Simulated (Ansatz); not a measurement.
# Exchange couplings and ordering temperature of ferromagnetic R-3m NaNiO₂ under isotropic strain from −4 % to +4 %, PBEsol+U (6 eV on Ni)

The usual rule of thumb says that magnetic exchange weakens when the ions move apart, because the orbital overlaps that carry it shrink, so that expansion should lower the ordering temperature. We test this on ferromagnetic NaNiO₂ in the R-3m structure. Layered nickelates of this family are of interest as battery electrodes and as triangular-lattice magnets, and in both roles their lattice spacing changes with composition, pressure or temperature. We calculate the Ni–Ni couplings J at two distances, with positive J favouring parallel moments, and the mean-field and Tyablikov temperatures that follow from the full set of couplings. Strain is measured against the unstrained cell, and all members are computed at the same level of theory, PBEsol with U = 6 eV on nickel.

## Method

One crystal, NaNiO2 (R-3m), in a magnetic cell of 4 atom(s), 1 counted as magnetic (Ni), from cells of the Materials Project database (relaxed there by DFT); atoms are fixed and move with the cell. Ansatz 0.2.0, plane waves with the earlier PAW datasets of its set soft_1, cutoff 420 eV, collinear spins without spin-orbit coupling, Fermi-Dirac smearing of 0.05 eV. The k mesh is 10×10×10 and the sums for the couplings run over 10×10×10. Functional: PBEsol with Dudarev U (eV) Ni 6. Every run keeps the ferromagnetic pattern of signs of the first run. The couplings are taken at constrained moments: the directions are held and the rest of the density and field relaxes in linear response. Runs that did not converge or carry a known fault are not listed.

Notes on method and selection:

- J is defined by E = -sum over ordered pairs (each pair twice) of J e_i.e_j with unit vectors e, a classical Heisenberg model without biquadratic or multi-spin terms, so J > 0 favours parallel moments and the moment's size is inside J.
- All temperatures are for classical unit spins; for spin S a quantum mean-field treatment is higher by (S+1)/S. Mean field neglects fluctuations and lies above the Tyablikov (random-phase) and Monte Carlo values.
- Other collinear patterns were tried only in the unstrained cell, and each strained cell was run from one ferromagnetic start, so the state need not be the true ground state; spin-orbit coupling is left out.
- The mean-field temperature is left blank where it belongs to another wavevector than in the first run.
- Ansatz's own search for a lower self-consistent state was switched off in these runs, so a run may rest in a state that is not the lowest for its pattern of moments.
- The shells shown are the strongest of the first run whose pairs agree within a shell.
- Runs that did not converge, have known faults or may not be shown are not listed, and runs on Ansatz's PAW sets soft_1 and soft_2 are kept to separate tables.

Columns:

- strain (%): isotropic strain (all lengths scaled alike), change of length against the unstrained cell.
- moment (μB): largest spin moment inside an atomic sphere.
- pair length (Å): mean length of the pairs that lie 2.95 Å apart in the first cell.
- gap on mesh (eV): band gap on the run's k mesh by the count of bands (negative: bands overlap, a metal).
- Tyablikov T (K): Tyablikov (random-phase) ordering temperature from the same couplings.
- J at 2.95 Å (meV): mean J of the Ni–Ni pairs that lie 2.95 Å apart in the first cell (6 such neighbours an atom).
- J at 5.89 Å (meV): mean J of the Ni–Ni pairs that lie 5.89 Å apart in the first cell (6 such neighbours an atom).
- mean-field T (K): mean-field ordering temperature, 2/(3 kB) times the largest J(q) over wavevectors and sublattice modes.

Input lines of one member:

```
magnetization:
  spin_polarized: true
kpoints:
  mp_grid: { grid: [10, 10, 10] }
  band_path:
    path:
      - [0.0, 0.0, 0.0]
      - [0.5, 0.5, 0.5]
      - [0.8153242001, 0.1846757999, 0.5]
      - [0.5, -0.1846757999, 0.1846757999]
      - [0.5, 0.0, 0.0]
      - [0.0, 0.0, 0.0]
      - [0.3423379, -0.3423379, 0.0]
    npoints: 11
hamiltonian:
  xc: pbesol
  hubbard:
    sites: [{ species: Ni, l: d, u_eff: 6.0, starting_ns: occupation_matrices }]
    projectors: ortho-atomic
  pseudopotentials: { kind: paw, azcp: { folder: soft_1 }, xc_functional: pbe }
scf:
  occupations: { method: fermi_dirac, width: 0.05 }
  lower_state_search: "off"
output:
  write_bands: true
  eigenstates:
    nscf_kmesh: { grid: [10, 10, 10] }
    top_band: c40
    exchange_couplings: { magnetic: [{ species: Ni }] }
```

Command (options for logging and memory left out): `ansatz run input.yaml`

## Numbers

| member | strain (%) | moment (μB) | pair length (Å) | gap on mesh (eV) | Tyablikov T (K) | J at 2.95 Å (meV) | J at 5.89 Å (meV) | mean-field T (K) |
| --- | --- | --- | --- | --- | --- | --- | --- | --- |
| −4 % | −4 | 1.08 | 2.827 | −0.888 | 317 | 4.078 | 4.335 | 406.3 |
| −2 % | −2 | 1.15 | 2.886 | −0.848 | 318 | 4.243 | 4.132 | 408.2 |
| −1 % | −1 | ? | 2.916 | ? | 320 | ? | ? | ? |
| +0 % | 0 | 1.23 | 2.945 | −0.801 | 321 | 4.383 | 3.986 | 411.7 |
| +1 % | 1 | 1.26 | 2.975 | −0.774 | 323 | 4.451 | 3.926 | 413.8 |
| +2 % | 2 | 1.30 | 3.004 | −0.747 | 324 | 4.528 | 3.864 | 416.5 |
| +4 % | 4 | 1.37 | 3.063 | −0.691 | 328 | 4.684 | 3.729 | 421.5 |

Cells marked ? are withheld until the estimate has been made.

J at 2.95 Å (meV) against strain (%), members shown:

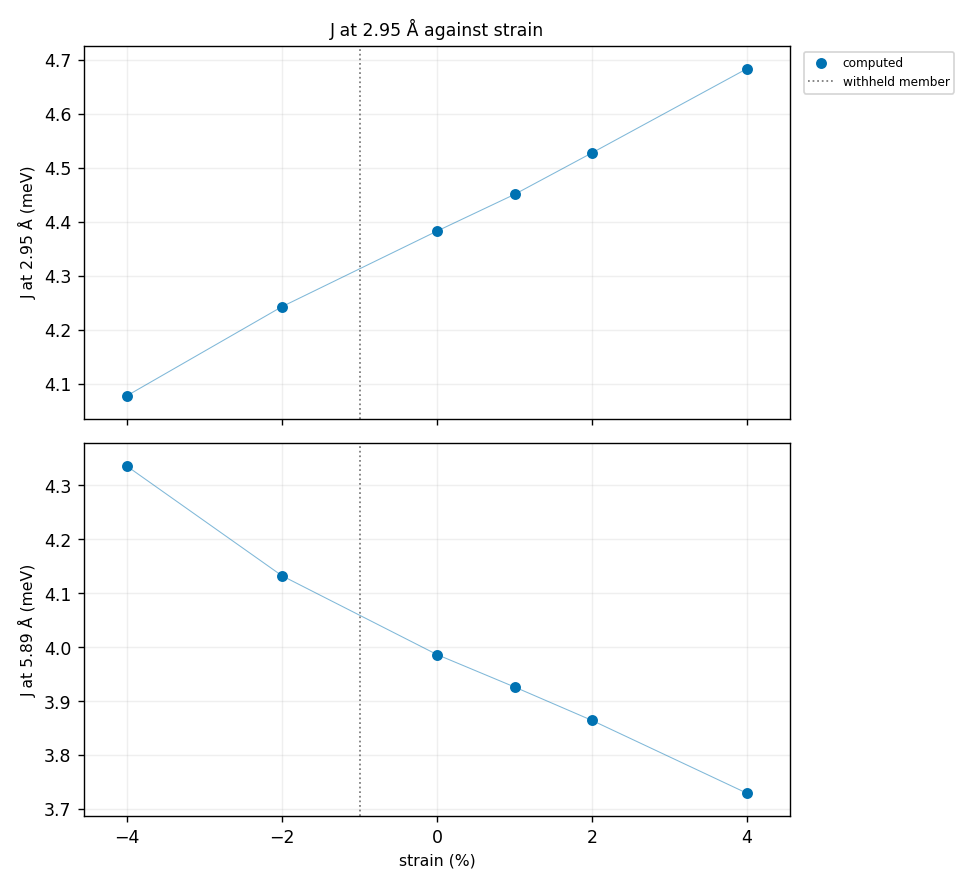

## Why the values move as they do

The rule holds for one coupling and fails for the other. From −4 % to +4 % the coupling at 2.95 Å rises from 4.078 to 4.684 meV, a mean slope of (4.684 − 4.078) / 8 = 0.076 meV per % strain. The coupling at 5.89 Å falls from 4.335 to 3.729 meV, by the same amount. Both change steadily through the members shown.

The fall at 5.89 Å is what we expect of a coupling carried along Ni–O–O–Ni paths by a partly filled e_g band: longer bonds mean less hopping. The shrinking band overlap, from 0.888 to 0.691 eV, fits this picture.

For the near pairs, isotropic strain leaves the Ni–O–Ni angle unchanged, so the angle cannot cause the rise. The nickel moment, whose size is contained in J, grows from 1.08 to 1.37 μB; the opposed moments on the oxygen atoms grow with it, so that the total moment of the cell stays the same. Its square grows by (1.37 / 1.08)² = 1.61, but J only by 4.684 / 4.078 = 1.15. A larger local moment working against weaker hopping would give this sign. A short-range antiferromagnetic contribution that fades with distance is another possibility.

The mean-field temperature rises from 406.3 to 421.5 K, yet the two couplings have the same sum at both ends: 4.078 + 4.335 = 8.413 meV and 4.684 + 3.729 = 8.413 meV. The largest J(q) lies at zero wavevector, so these two shells, each of six neighbours, together contribute the same amount at −4 % as at +4 %, and the net gain of 421.5 − 406.3 = 15.2 K comes from shells not shown in the table.

These temperatures belong to a metallic state with equal Ni–O bonds. Real NaNiO₂ is an insulator with a Jahn-Teller distortion at low temperature; its ferromagnetic layers are stacked antiparallel and order at a far lower temperature. The strain trend should not be carried over to that phase.

## An estimate before looking

Plain estimates from the members shown:

- −1 %, straight-line interpolation between −2 % and +0 %: w = (−1 − (−2)) / (0 − (−2)) = 0.500, so 4.243 + 0.500 × (4.383 − 4.243) = 4.313 meV

For the coupling at 2.95 Å in the −1 % member we use the straight line between −2 % and 0 %. The cell is only scaled, the pair length of 2.916 Å lies midway between its neighbours to the printed precision, and the Tyablikov temperature of 320 K fits between 318 and 321 K. Nothing in these columns points to a change of electronic state that would call for a shift.

The line gives (4.243 + 4.383) / 2 = 4.313 meV.

The same route can be tried on the +1 % member, which also sits midway between neighbours 2 % apart: (4.383 + 4.528) / 2 = 4.456 meV, against 4.451 meV in the table, a miss of 0.005 meV.

Curvature matters little here. The slope is (4.243 − 4.078) / 2 = 0.083 meV per % below −2 %, 0.070 between −2 % and 0 %, and (4.528 − 4.383) / 2 = 0.073 between 0 % and +2 %. A cubic through the members at −4, −2, 0 and +2 % gives (9 × 4.243 + 9 × 4.383 − 4.078 − 4.528) / 16 = 4.314 meV, only 0.001 meV above the line. We therefore keep the straight-line value and take the miss at +1 %, 0.005 meV, as one standard deviation.

**Committed estimate, −1 %: J at 2.95 Å = 4.313 ± 0.005 meV.**

## The withheld result

| member | strain (%) | moment (μB) | pair length (Å) | gap on mesh (eV) | Tyablikov T (K) | J at 2.95 Å (meV) | J at 5.89 Å (meV) | mean-field T (K) |
| --- | --- | --- | --- | --- | --- | --- | --- | --- |
| −1 % | −1 | 1.19 | 2.916 | −0.825 | 320 | 4.316 | 4.054 | 409.9 |

| member | estimate | J at 2.95 Å (meV) | computed | estimate − computed | miss in error bars |
| --- | --- | --- | --- | --- | --- |
| −1 % | committed | 4.313 | 4.316 | −0.003 | 0.6 |
| −1 % | interpolation | 4.313 | 4.316 | −0.003 |  |

J at 2.95 Å (meV) against strain (%):

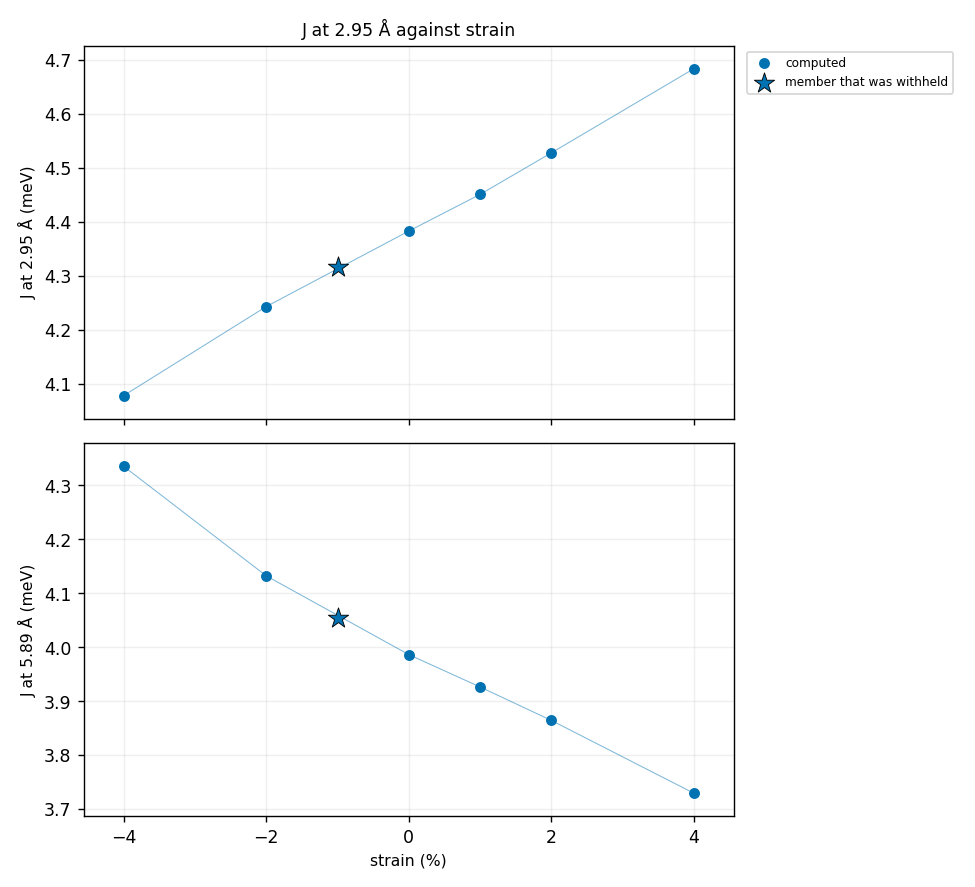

The estimate of 4.313 meV lies 0.003 meV below the computed 4.316 meV, inside the error bar of 0.005 meV. It is the plain interpolation itself, so it did neither better nor worse than that.

The argument that held is continuity of the electronic state. The nickel moment of 1.19 μB and the band overlap of 0.825 eV both lie midway between those of the neighbouring members to within rounding. No argument failed, but an interpolation puts little strain on the mechanism: a larger local moment outweighing weaker hopping remains a conjecture for the rise of the near coupling.

The new row does support what we said of the ordering temperature. From −2 % to −1 % the two listed couplings change in opposite directions and their sum goes from 4.243 + 4.132 = 8.375 meV to 4.316 + 4.054 = 8.370 meV, while the mean-field temperature rises from 408.2 to 409.9 K. The ordering wavevector is zero, so this rise must come from the shells that are not listed.

## Outliers

No member stands out. The largest departure of the 2.95 Å coupling from a straight line between the end members is about 0.01 meV, at −2 %, against a total change of 4.684 − 4.078 = 0.606 meV. It reflects a slightly steeper slope under strong compression, not a fault of one run.

## Conclusions and limits

Between −4 % and +4 % strain, expansion strengthens the 2.95 Å coupling and weakens the 5.89 Å coupling, and the two changes nearly cancel in the ordering temperature. It rises slightly, through the shells that are not listed, where the rule of thumb predicted a fall. A new member midway between two others 2 % apart can be interpolated to about 0.005 meV in the near coupling. The mean-field temperature rises by (421.5 − 406.3) / 8 = 1.9 K per % of length.

Two omitted effects far exceed this spread over the series. The Jahn-Teller distortion, with the insulating state that accompanies it, removes the metallic exchange and should lower the ordering temperature by hundreds of kelvin, as a rough size. Quantum spins act the other way in mean field: for S = 1/2 the factor (S + 1) / S is 3, which would turn 411.7 K into 3 × 411.7 = 1235 K. The calculated temperatures therefore describe the undistorted metal and are no forecast for real NaNiO₂.

[Logs are printed without paths, hosts, clocks, repeated set-up lines and the standing remarks that a program may print on its own settings, such as how far it seeks lower states.]
